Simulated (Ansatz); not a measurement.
System: Al (slab).

Input

```
crystal:
  lattice:
    - [17.0366954437, 0.0, 0.0]
    - [-1.4197246203, 2.4590351751, 0.0]
    - [0.0, 0.0, 21.2736023867]
  atoms:
    - { symbol: Al, position: [0.0, 0.0, 0.0705099199] }
    - { symbol: Al, position: [0.0555555556, 0.6666666667, 0.1794900801] }
    - { symbol: Al, position: [0.1111111111, 0.3333333333, 0.2884702403] }
    - { symbol: Al, position: [0.1666666667, 0.0, 0.0705099199] }
    - { symbol: Al, position: [0.2222222222, 0.6666666667, 0.1794900801] }
    - { symbol: Al, position: [0.2777777778, 0.3333333333, 0.2884702403] }
    - { symbol: Al, position: [0.3333333333, 0.0, 0.0705099199] }
    - { symbol: Al, position: [0.3888888889, 0.6666666667, 0.1794900801] }
    - { symbol: Al, position: [0.4444444444, 0.3333333333, 0.2884702403] }
    - { symbol: Al, position: [0.5, 1.0, 0.0705099199] }
    - { symbol: Al, position: [0.5555555556, 0.6666666667, 0.1794900801] }
    - { symbol: Al, position: [0.6111111111, 0.3333333333, 0.2884702403] }
    - { symbol: Al, position: [0.6666666667, 0.0, 0.0705099199] }
    - { symbol: Al, position: [0.7222222222, 0.6666666667, 0.1794900801] }
    - { symbol: Al, position: [0.7777777778, 0.3333333333, 0.2884702403] }
    - { symbol: Al, position: [0.8333333333, 1.0, 0.0705099199] }
    - { symbol: Al, position: [0.8888888889, 0.6666666667, 0.1794900801] }
    - { symbol: Al, position: [0.9444444444, 0.3333333333, 0.2884702403] }
    - { symbol: Al, position: [1.0, 1.0, 0.3974504006] }
    - { symbol: Al, position: [0.1666666667, 1.0, 0.3974504006] }
    - { symbol: Al, position: [0.3333333333, 1.0, 0.3974504006] }
    - { symbol: Al, position: [0.5, 1.0, 0.3974504006] }
    - { symbol: Al, position: [0.6666666667, 1.0, 0.3974504006] }
    - { symbol: Al, position: [0.8333333333, 1.0, 0.3974504006] }
basis:
  ecutwfc: 420
kpoints:
  mp_grid: { grid: [2, 12, 1] }
hamiltonian:
  xc: pbesol
scf:
  occupations: { method: gaussian, width: 0.1 }
output:
  forces: true
  eigenvalues: true
  populations: true
  write_density: true
  write_potential: true
  elf: true
  volumetric_format: npy
relax:
  adjacent_minimum: "off"
  f_tol: 0.02
  max_steps: 45
  constraints: [{ sites: [0, 1, 3, 4, 6, 7, 9, 10, 12, 13, 15, 16] }]
efield:
  axis: 3
  dipole_correction: true
  ramp_width: 0.04
```

Command:

```sh
ansatz run input.yaml --threads 4 --pin off --max-ram 12288MiB --backend cpu --events-out ev --progress --plain --runs-dir out
```

The fields are those of the relaxed geometry.

Method: DFT PBEsol, scalar-relativistic, plane waves, PAW (Ansatz 0.2.0).

What can the converged valence pseudo-density and electron localisation function tell about the bonding?

Answer. Al–Al (2.84 Å): the density is about 0.21 e/Å³ at the midpoint; the ELF peaks at about 0.70 between the atoms.

Does the calculation make it a metal, or give it a gap?

Answer. It is gapless in this calculation (a metal or semimetal).

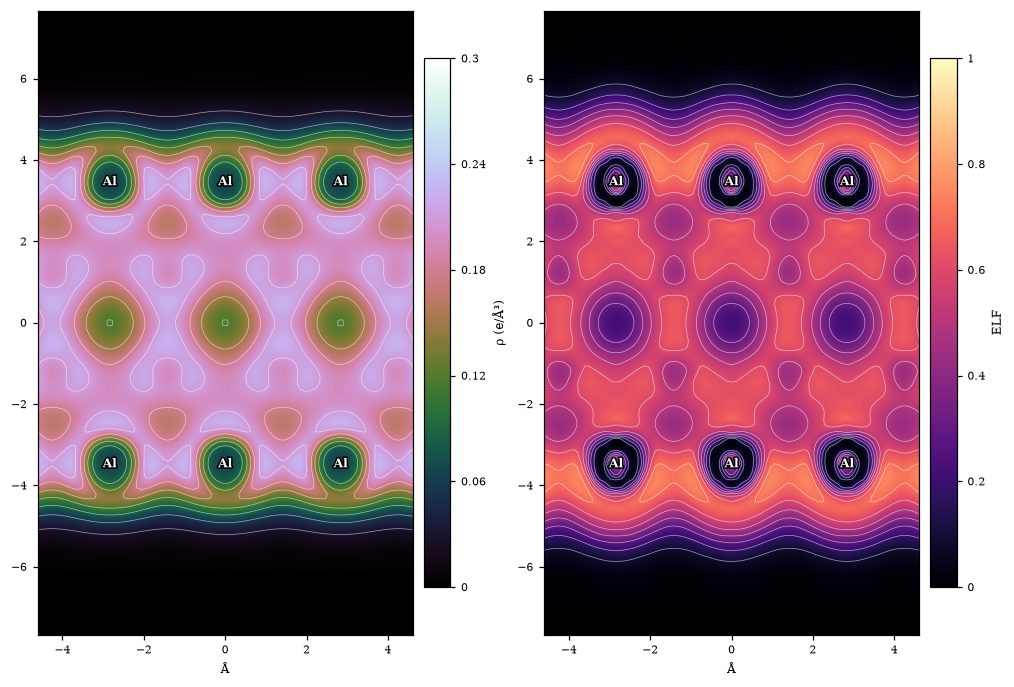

Computed valence pseudo-density and electron localisation function on the (100) plane of the calculation cell, a cut from vacuum to vacuum, in this order. Atoms just off the plane (Al, 0.8 Å away) can leave unmarked features too.

The density is the valence pseudo-density of a PAW calculation; it isn't the true density close to the nuclei.
